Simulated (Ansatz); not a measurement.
A series of calculations on Ti

## 1. Scan

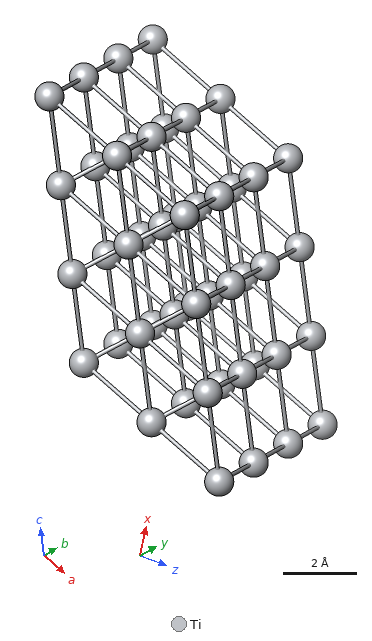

A scan of a crystal of Ti (Im-3m): the cell is strained in shear in the xz plane, with the atoms kept at their fractional coordinates. x, y and z are the Cartesian axes of the input. The picture shows the reference cell. A ball-and-stick model of the cell of the calculation, repeated 2 × 3 × 3 with one cell outlined, seen slightly off an axis.

Level of theory: Ansatz, DFT PBEsol, scalar-relativistic, plane waves, PAW. Settings: plane-wave cutoff 420 eV; k-point mesh 20 × 20 × 20; occupations gaussian; smearing width 0.15 eV; no spin polarisation. Energies (free energies at the smearing named) are counted from the cell as listed in its source, which wasn't relaxed.

```
CELL_PARAMETERS angstrom
-1.64100 1.64100 1.64100
1.64100 -1.64100 1.64100
1.64100 1.64100 -1.64100
ATOMIC_POSITIONS crystal
Ti 0.00000 0.00000 0.00000
```

Predict the energy profile (the strain: −0.0200, −0.0150, −0.0100, −0.0050, 0.0000, 0.0025, 0.0050, 0.0075, 0.0100, 0.0125, 0.0150, 0.0175, 0.0200).

```
engineering shear strain  ΔE (meV/atom)
                 −0.0200           0.73
                 −0.0150           0.41
                 −0.0100           0.18
                 −0.0050           0.05
                  0.0000           0.00
                  0.0025           0.01
                  0.0050           0.05
                  0.0075           0.10
                  0.0100           0.18
                  0.0125           0.28
                  0.0150           0.41
                  0.0175           0.56
                  0.0200           0.73
```

Points that are alike by symmetry were computed once.

The lowest computed point lies at the strain 0.00 (0.00 meV/atom). At the ends of the scan the energy is 0.73 meV/atom (−0.02) and 0.73 meV/atom (0.02). The unrelaxed reference is under a pressure of −6.7 GPa. The distortion takes the space group from Im-3m to Fmmm. At the strain −0.02 the cell of the drawing goes a 2.842 → 2.861 Å, b 2.842 → 2.823 Å, c 2.842 → 2.861 Å, β 109.5° → 110.0°.

## 2. Scan

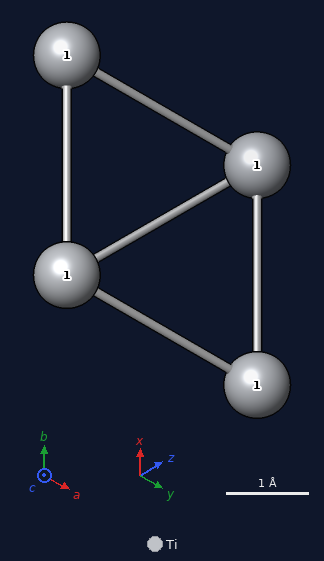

Energy scan for crystalline Ti (Im-3m), in which the cell is strained equally along x and y and separately along z, with the atoms kept at their fractional coordinates. x, y and z are the Cartesian axes of the input. The picture shows the reference cell. The picture is a ball-and-stick view of the cell of the calculation, seen along the c axis.

Level of theory: Ansatz, DFT PBEsol, scalar-relativistic, plane waves, PAW. (plane-wave cutoff 420 eV; k-point mesh 20 × 20 × 20; occupations gaussian; smearing width 0.15 eV; no spin polarisation). Energies (free energies at the smearing named) are counted from the cell as listed in its source, which wasn't relaxed.

Input
```yaml
crystal:
  lattice:
    - [-1.641, 1.641, 1.641]
    - [1.641, -1.641, 1.641]
    - [1.641, 1.641, -1.641]
  atoms:
    - { symbol: Ti, position: [0.0, 0.0, 0.0] }
basis:
  ecutwfc: 420
kpoints:
  mp_grid: { grid: [20, 20, 20] }
hamiltonian:
  xc: pbesol
scf:
  occupations: { method: gaussian, width: 0.15 }
output:
  forces: true
  stress: true
  eigenvalues: true
```

Run as
```bash
ansatz run input.yaml --threads 1 --pin off --max-ram 2560MiB --backend cpu --events-out ev --progress --plain --runs-dir out
```

Q: What energies does the calculation give on a grid with rows −0.030, −0.015, 0.000, 0.015, 0.030 and columns −0.030, −0.015, 0.000, 0.015, 0.030 (strain along x and y; strain along z)?

A: Rows: strain along x and y; columns: strain along z; values in meV/atom.

```csv
,−0.030,−0.015,0.000,0.015,0.030
−0.030,−20.8,−24.2,−25.1,−23.8,−20.4
−0.015,−24.6,−22.1,−17.5,−10.8,−2.2
0.000,−18.3,−10.1,0.0,11.9,25.4
0.015,−2.7,10.9,26.3,43.1,61.4
0.030,21.1,40.0,60.4,82.0,104.9
```

In pairs of (strain along x and y; strain along z): the lowest computed point lies at (−0.030, 0.000) (−25.1 meV/atom), the highest at (0.030, 0.030) (104.9 meV/atom). It lies on the edge of the grid, so the true minimum may be outside the range scanned. The pressure runs from −13.4 GPa at (0.030, 0.030) to 3.0 GPa at (−0.030, −0.030).

## 3. Energy map

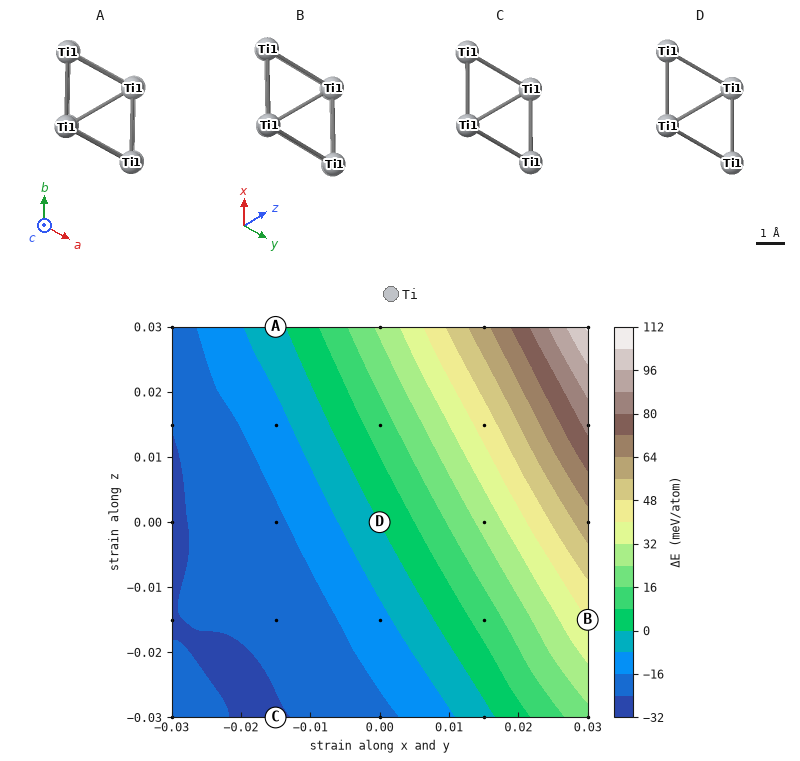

Energy scan for crystalline Ti (Im-3m), in which the cell is strained equally along x and y and separately along z, with the atoms kept at their fractional coordinates. x, y and z are the Cartesian axes of the input. The map is interpolated between the computed points (dots). The lettered frames are marked on it. A ball-and-stick model of the cell of the calculation, seen along the c axis.

Theory: Ansatz, DFT PBEsol, scalar-relativistic, plane waves, PAW. (plane-wave cutoff 420 eV; k-point mesh 20 × 20 × 20; occupations gaussian; smearing width 0.15 eV; no spin polarisation). Energies (free energies at the smearing named) are counted from the cell as listed in its source, which wasn't relaxed.

Describe the energy landscape.

Answer. In pairs of (strain along x and y; strain along z): the lowest computed point lies at (−0.030, 0.000) (−25.1 meV/atom), the highest at (0.030, 0.030) (104.9 meV/atom). It lies on the edge of the grid, so the true minimum may be outside the range scanned. The pressure runs from −13.4 GPa at (0.030, 0.030) to 3.0 GPa at (−0.030, −0.030). The frames lie at A (−0.015, 0.030): −2.2 meV/atom, B (0.030, −0.015): 40.0 meV/atom, C (−0.015, −0.030): −24.6 meV/atom, D (0.000, 0.000): 0.0 meV/atom.
